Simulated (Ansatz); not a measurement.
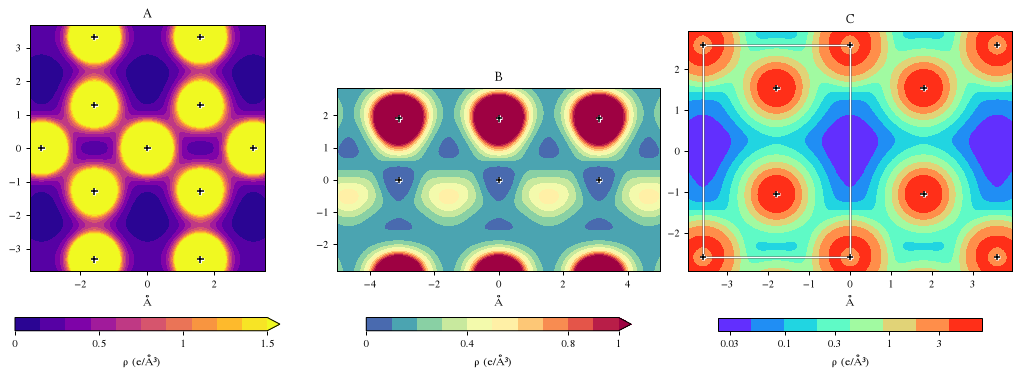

The valence pseudo-density of 3 systems, each on a plane through atoms (crosses mark nuclei in the plane).

Computed with DFT, PBE, plane-wave PAW, default files, scalar-relativistic, frozen cores in Ansatz.

System 1: AlN, the (100) plane of the conventional cell. Space group P6₃mc; computed pressure about 4 GPa in this cell.

```
Al N
1.0
     3.11000    0.00000    0.00000
    -1.55500    2.69334    0.00000
     0.00000    0.00000    4.98000
Al N
2 2
Direct
  0.66667 0.33333 0.00000
  0.33333 0.66667 0.50000
  0.66667 0.33333 0.38200
  0.33333 0.66667 0.88200
```

System 2: SnO2, the (110) plane of the conventional cell. Space group P4₂/mnm; computed pressure about 16 GPa in this cell.

System 3: ZrO2, the (100) plane of the conventional cell. Space group P4₂/nmc; computed pressure about 5 GPa in this cell.

```
Zr O
1.0
     3.59610    0.00000    0.00000
     0.00000    3.59610    0.00000
     0.00000    0.00000    5.17700
Zr O
2 4
Direct
  0.00000 0.00000 0.00000
  0.50000 0.50000 0.50000
  0.00000 0.50000 0.20300
  0.00000 0.50000 0.70300
  0.50000 0.00000 0.29700
  0.50000 0.00000 0.79700
```

Match each panel to its system.

Panel A is system 2, SnO2: the plane holds Sn and O. Sn–O (2.05 Å): ρ is about 0.69 e/Å³ halfway. Panel B is system 1, AlN: the plane holds Al and N. Al–N (1.90 Å): ρ is about 0.67 e/Å³ halfway. Panel C is system 3, ZrO2: the plane holds Zr and O. Zr–O (2.08 Å): the density is about 0.71 e/Å³ at the midpoint.
